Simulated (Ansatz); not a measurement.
**Hf₅O₁₁ (cell with a defect): density, localisation and related maps**

Input file:

```
crystal:
  lattice:
    - [-4.8301248092, 4.8301248092, 6.4194329052]
    - [4.8301248092, 4.8301248092, -6.4194329052]
    - [-4.8301248092, -4.8301248092, -6.4194329052]
  atoms:
    - { symbol: O, position: [0.0, 0.25, 0.25] }
    - { symbol: Hf, position: [0.0, 0.0, 0.0] }
    - { symbol: Hf, position: [0.5, 0.75, 0.25] }
    - { symbol: Hf, position: [0.5, 0.5, 0.0] }
    - { symbol: Hf, position: [0.5, 0.25, 0.75] }
    - { symbol: Hf, position: [0.5, 0.0, 0.5] }
    - { symbol: Hf, position: [0.0, 0.75, 0.75] }
    - { symbol: Hf, position: [0.0, 0.5, 0.5] }
    - { symbol: Hf, position: [0.5, 0.375, 0.375] }
    - { symbol: Hf, position: [0.5, 0.125, 0.125] }
    - { symbol: Hf, position: [0.0, 0.875, 0.375] }
    - { symbol: Hf, position: [0.0, 0.625, 0.125] }
    - { symbol: Hf, position: [0.0, 0.375, 0.875] }
    - { symbol: Hf, position: [0.0, 0.125, 0.625] }
    - { symbol: Hf, position: [0.5, 0.875, 0.875] }
    - { symbol: Hf, position: [0.5, 0.625, 0.625] }
    - { symbol: O, position: [0.8050300969, 0.5275150484, 0.5275150484] }
    - { symbol: O, position: [0.8050300969, 0.2775150484, 0.2775150484] }
    - { symbol: O, position: [0.3050300969, 0.0275150484, 0.5275150484] }
    - { symbol: O, position: [0.3050300969, 0.7775150484, 0.2775150484] }
    - { symbol: O, position: [0.3050300969, 0.5275150484, 0.0275150484] }
    - { symbol: O, position: [0.3050300969, 0.2775150484, 0.7775150484] }
    - { symbol: O, position: [0.8050300969, 0.0275150484, 0.0275150484] }
    - { symbol: O, position: [0.8050300969, 0.7775150484, 0.7775150484] }
    - { symbol: O, position: [0.5, 0.4025150484, 0.5974849516] }
    - { symbol: O, position: [0.5, 0.1525150484, 0.3474849516] }
    - { symbol: O, position: [0.0, 0.9025150484, 0.5974849516] }
    - { symbol: O, position: [0.0, 0.6525150484, 0.3474849516] }
    - { symbol: O, position: [0.0, 0.4025150484, 0.0974849516] }
    - { symbol: O, position: [0.0, 0.1525150484, 0.8474849516] }
    - { symbol: O, position: [0.5, 0.9025150484, 0.0974849516] }
    - { symbol: O, position: [0.5, 0.6525150484, 0.8474849516] }
    - { symbol: O, position: [0.5, 0.5974849516, 0.4025150484] }
    - { symbol: O, position: [0.5, 0.3474849516, 0.1525150484] }
    - { symbol: O, position: [0.0, 0.0974849516, 0.4025150484] }
    - { symbol: O, position: [0.0, 0.8474849516, 0.1525150484] }
    - { symbol: O, position: [0.0, 0.5974849516, 0.9025150484] }
    - { symbol: O, position: [0.0, 0.3474849516, 0.6525150484] }
    - { symbol: O, position: [0.5, 0.0974849516, 0.9025150484] }
    - { symbol: O, position: [0.5, 0.8474849516, 0.6525150484] }
    - { symbol: O, position: [0.1949699031, 0.2224849516, 0.2224849516] }
    - { symbol: O, position: [0.1949699031, 0.9724849516, 0.9724849516] }
    - { symbol: O, position: [0.6949699031, 0.7224849516, 0.2224849516] }
    - { symbol: O, position: [0.6949699031, 0.4724849516, 0.9724849516] }
    - { symbol: O, position: [0.6949699031, 0.2224849516, 0.7224849516] }
    - { symbol: O, position: [0.6949699031, 0.9724849516, 0.4724849516] }
    - { symbol: O, position: [0.1949699031, 0.7224849516, 0.7224849516] }
    - { symbol: O, position: [0.1949699031, 0.4724849516, 0.4724849516] }
  host:
    lattice:
      - [4.8301248092, 0.0, 0.0]
      - [0.0, 4.8301248092, 0.0]
      - [0.0, 0.0, 3.2097164526]
    atoms:
      - { symbol: Hf, position: [0.0, 0.0, 0.0] }
      - { symbol: Hf, position: [0.5, 0.5, 0.5] }
      - { symbol: O, position: [0.1949699031, 0.8050300969, 0.5] }
      - { symbol: O, position: [0.3050300969, 0.3050300969, 0.0] }
      - { symbol: O, position: [0.6949699031, 0.6949699031, 0.0] }
      - { symbol: O, position: [0.8050300969, 0.1949699031, 0.5] }
basis:
  ecutwfc: 420
  xc_grid: 2
kpoints:
  mp_grid: { grid: [2, 2, 2], shift: [0.5, 0.5, 0.5] }
hamiltonian:
  xc: pbesol
scf:
  occupations: { method: gaussian, width: 0.01 }
output:
  forces: true
  stress: false
  eigenvalues: true
  charged_corrections:
    defect_position: [0.0, 0.25, 0.25]
    epsilon: [[27.3137, 0.0, 0.0], [0.0, 27.3137, 0.0], [0.0, 0.0, 31.2391]]
  write_density: true
  write_potential: true
  elf: true
  volumetric_format: npy
relax:
  adjacent_minimum: "off"
  f_tol: 0.025
  max_steps: 45
```

Run with:

```sh
ansatz run input.yaml --threads 4 --pin off --max-ram 10240MiB --backend cpu --events-out ev --progress --plain --runs-dir out
```

The fields are those of the relaxed geometry.

Method: DFT PBEsol, scalar-relativistic, plane waves, PAW (Ansatz).

Core electrons are frozen (PAW), and the valence fields are smoothed inside the atomic spheres.

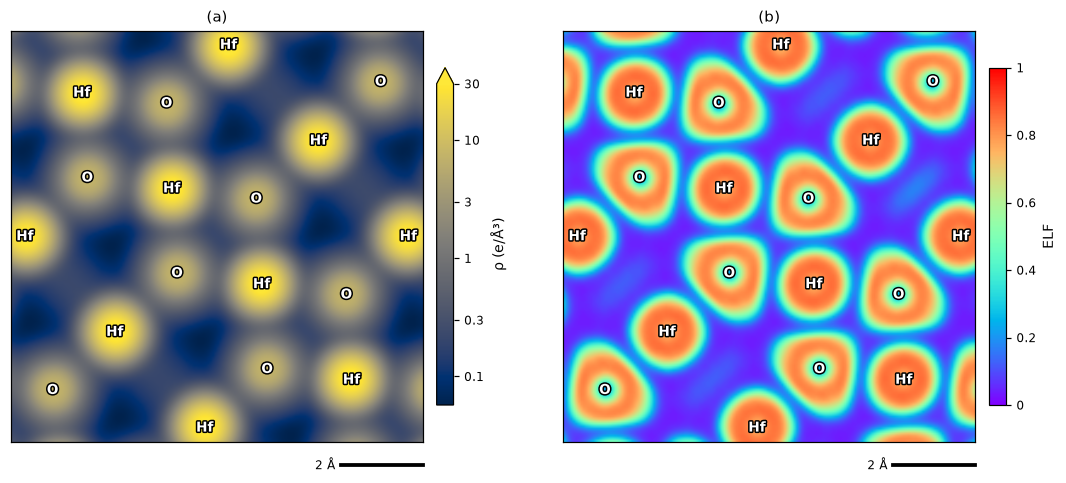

Figure 1. (a) valence electron density; (b) ELF on the (011̄) plane of the calculation cell.

Q: Describe what can be read from this map.

A: The plane passes through Hf and O nuclei.
Hf–O (2.09 Å): ρ is about 0.77 e/Å³ halfway; the ELF peaks at about 0.80 in the valence shell of O, 0.6 Å from its nucleus, and drops to about 0.20 between the two atoms: no shared electron pair shows on this line.
Hf–Hf (3.21 Å): the density is about 0.22 e/Å³ at the midpoint; the ELF is about 0.10 at the midpoint: no shared electron pair shows on this line.
Between the atoms the lowest density in this plane is 0.06 e/Å³.
The features right at Hf lie inside the PAW spheres, where the map follows smoothed inner orbitals and isn't to be read closely.

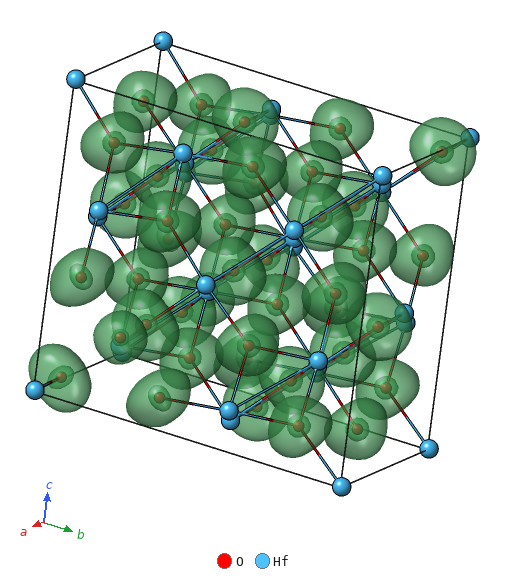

Figure 2. Isosurface of the electron localisation function at 0.65 (green), seen slightly off an axis. Only the valence region is drawn (cores and ρ < 0.01 e/Å³ removed). Sticks mark near contacts.

Q: Identify the bonds, lone pairs and shells in this picture.

A: At this value the surface marks out 33 regions wrapped around O (the valence shell of each), counted in one cell of 48 atoms. Any copies at cell faces, edges or corners count once. Along the contacts the grid gives the following. Hf–O (2.07 Å): the ELF peaks at about 0.85 in the valence shell of O, 0.6 Å from its nucleus, and drops to about 0.20 between the two atoms: no shared electron pair shows on this line. Hf–Hf (3.17 Å): the ELF is about 0.10 at the midpoint; no localised pair shows between them.

Q: Does the calculation make it a metal, or give it a gap?

A: It is gapped, with a Kohn–Sham gap of 0.35 eV on the k-point mesh, an upper bound to the gap of this method.
